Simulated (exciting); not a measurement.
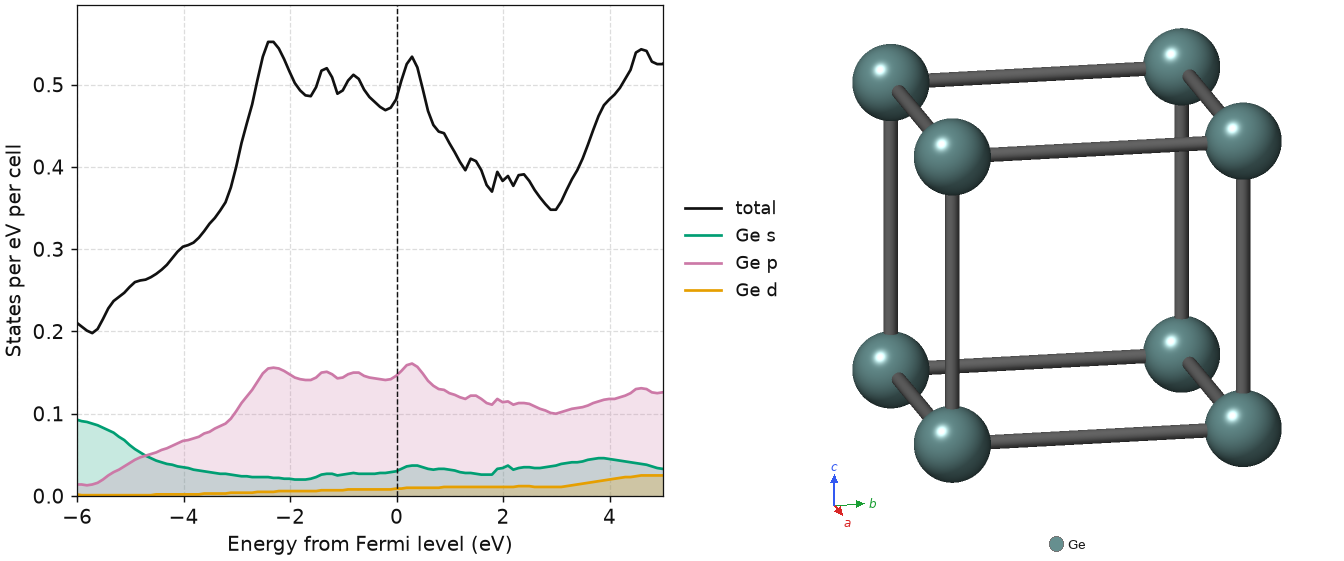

Density of states, beside the structure. Energies are counted from the Fermi level. The partial curves are projected inside the muffin-tin spheres; the rest of the total lies in parts that aren't drawn and between the spheres.

Calculation on simple cubic Ge, space group Pm-3m, 1 atom in the cell; cubic a = 2.710 Å.

Method: PBEsol with D2 dispersion, all-electron LAPW+lo, shipped species files, valence relativity iora*, no spin polarisation, no spin-orbit coupling, 10×10×10 k mesh in the self-consistent step, Gaussian smearing of 0.05 eV (exciting sodium).

**Metal or insulator, and how many states lie at the Fermi level?**

It is a metal. The density of states at the Fermi level is about 0.49 per eV and cell (mean within 0.25 eV).

The density of states comes from the program's own step for it, whose mesh and broadening can differ from those of the self-consistent step. The cell was built by a generator and needn't be a form met in nature.
